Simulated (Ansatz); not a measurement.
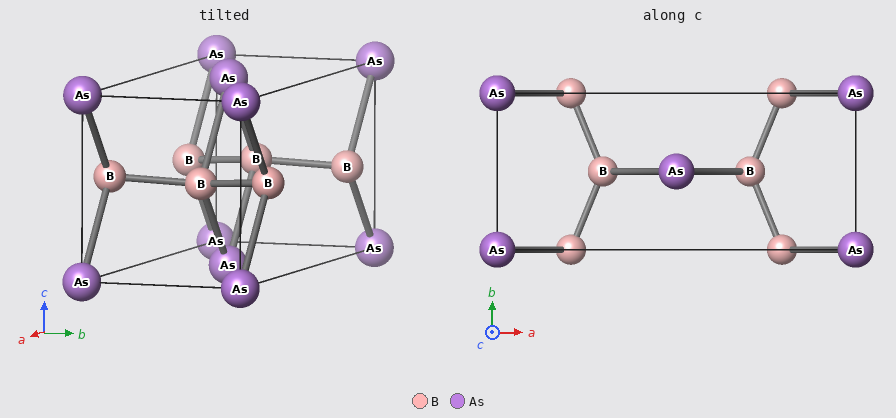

Shown here is a ball-and-stick view of the crystal, taken slightly off an axis and along the c axis. The edges of the conventional unit cell are marked. Cell: a = 6.99 Å, b = 3.05 Å, c = 3.39 Å, α = 90.00°, β = 90.62°, γ = 90.00°.

Origin of the cell: a structure type filled with these elements by a generator (whether the compound takes this form wasn't checked). Earlier steps of the study may have refined or changed the cell and positions. It was the input of a calculation with Ansatz.

### Give a description of the structure.

Chemical formula B$_{2}$As. It belongs to space group C2/m (No. 12) and has a base-centred monoclinic lattice. There are 6 atoms in the cell: 4 B, 2 As. Each B has two B and two As (about 1.7 Å to B, 2.2 to 2.3 Å to As). Each As atom has four B in a distorted square planar arrangement at about 2.2 to 2.3 Å around it. The bonds build a three-dimensional framework.

Method used: Ansatz, DFT PBE, scalar-relativistic, plane waves, PAW. It ran with plane waves to 420 eV, k-points about 0.14 Å⁻¹ apart, Gaussian smearing of 0.1 eV, no spin polarisation.

### Metal or not?

A metal: bands cross the Fermi level.

### What are the atomic charges by Bader's partition?

B +0.04 e; As -0.09 e.

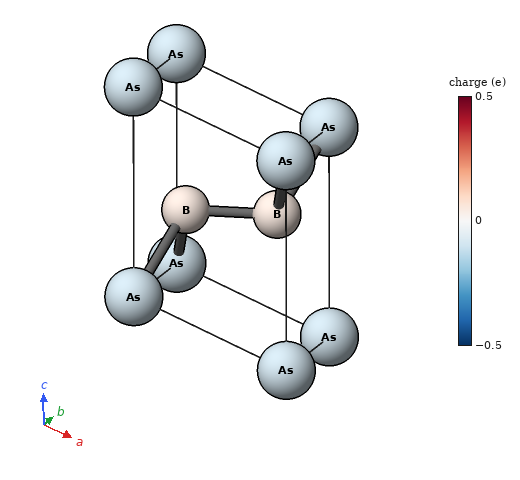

The atoms coloured by those charges. The run's cell of 3 atoms is drawn in a reduced setting, so axes and origin can differ from the first picture.

### Is the structure relaxed at this level of theory?

Yes. All forces vanish to within 0.01 eV/Å. The pressure is 0.0 GPa, close to zero.
